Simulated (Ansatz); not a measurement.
Structure of Cr:

```
CELL_PARAMETERS angstrom
2.30824 0.00000 0.00000
0.00000 2.30824 0.00000
0.00000 0.00000 2.30824
ATOMIC_POSITIONS crystal
Cr 0.00000 0.00000 0.00000
```

It is based on coordinates from a relaxation with Ansatz 0.2.0, DFT, PBEsol, plane waves (420 eV) with PAW, scalar-relativistic; the starting structure was generated, so it need not be a known form of this composition.

Q: Predict radii and indices of the first 6 visible rings (3 % of the strongest or more) for 200 kV electrons.

A:
```
ring      radius  d (Å)  hkl
   1   4.33 nm⁻¹   2.31  100
   2   6.13 nm⁻¹  1.632  110
   3   7.50 nm⁻¹  1.333  111
   4   8.66 nm⁻¹  1.154  200
   5   9.69 nm⁻¹  1.032  210
   6  10.61 nm⁻¹  0.942  211
```

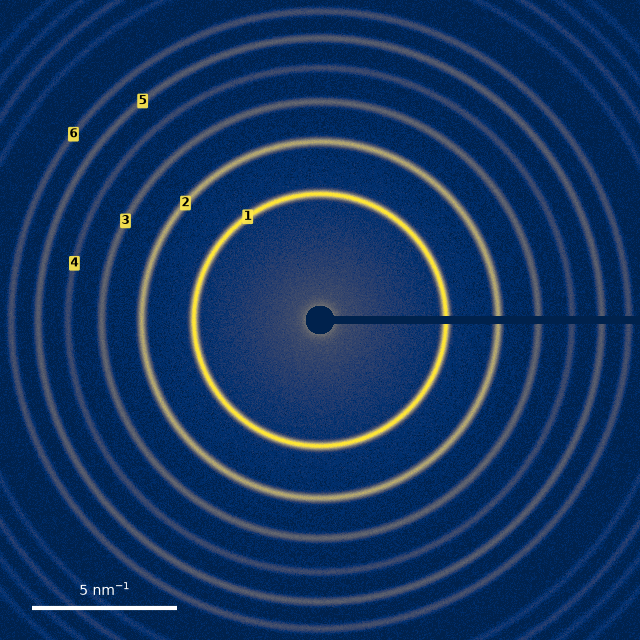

Simulated electron diffraction rings at 200 kV (λ = 0.0251 Å), scale in nm⁻¹ (radius = 1/d), for a fine-grained powder without texture. Kinematic intensities with B = 1.0 Å² for all atoms, without multiple scattering; brightness goes as intensity to the power 0.5, clipped at the top, with counting noise. Reflections closer than the ring width show as one ring. The numbers mark the rings of the table.
